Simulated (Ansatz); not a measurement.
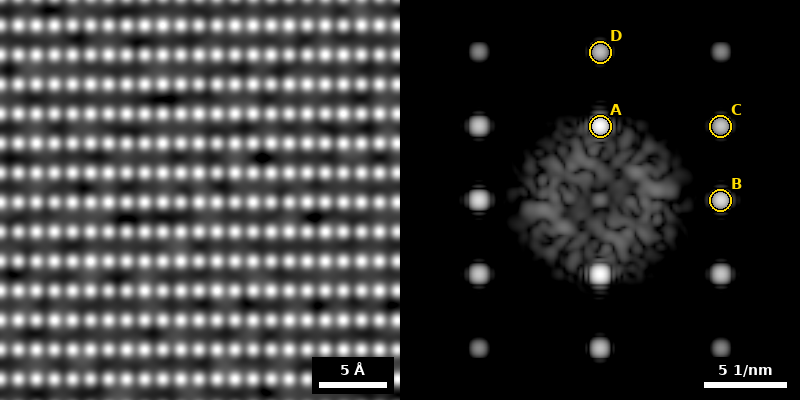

Dark-field STEM-like image of a crystal. The image is simulated as a sum over atoms of Z^1.7, blurred by a 0.79 Å probe (no channelling). The probe carries 25 % of its weight in a tail 2.5 times as wide. The display is stretched by a gamma of 0.65; percentages refer to the linear signal. The speckle of an amorphous layer was added.

The right panel is the modulus of the image's Fourier transform on a logarithmic scale.

**Which lattice spacings do the marked spots stand for, and what angle do A and B enclose?**

A: 2.2 Å, B: 1.4 Å, C: 1.2 Å, D: 1.1 Å; A and B enclose about 90°.

The crystal is Rh (Fm-3m, No. 225) along [211]; the spots are (1 -1 -1), (0 -2 2), (1 -3 1) and (2 -2 -2). Structure used: the input geometry of an electronic-structure calculation (not necessarily at equilibrium).
